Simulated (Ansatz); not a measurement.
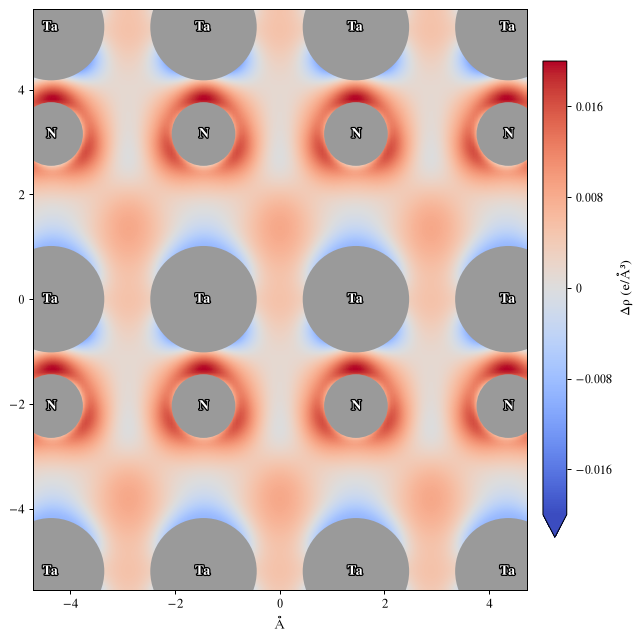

TaN: difference of two self-consistent densities at the same geometry, ρ(HSE06) − ρ(PBE), on the (11̄0) plane of the conventional cell. Grey discs cover the cores, where the PAW densities can't be compared. Cores are masked to 1.0 Å (Ta) and 0.6 Å (N).

Space group P-62m. Spin-orbit coupling, left out here, splits and shifts the levels of such heavy elements, by tenths of an eV up to several eV.

Both runs: Ansatz, scalar-relativistic, plane waves and PAW, same cutoff, k-points and PAW files (made with PBE).

### How does the change of level move the electrons?

Against PBE, and outside the masked cores, the largest gain, 0.02 e/Å³, lies 0.7 Å from a nitrogen nucleus and 1.3 Å from a tantalum one, and the largest loss lies at the edge of the masked core of Ta. Bader charges are Ta +1.28 to +1.86 and N −1.67 e with PBE and Ta +1.35 to +1.96 and N −1.75 e with HSE06. At this volume the pressure is 5 GPa with PBE and roughly −3 GPa with HSE06.
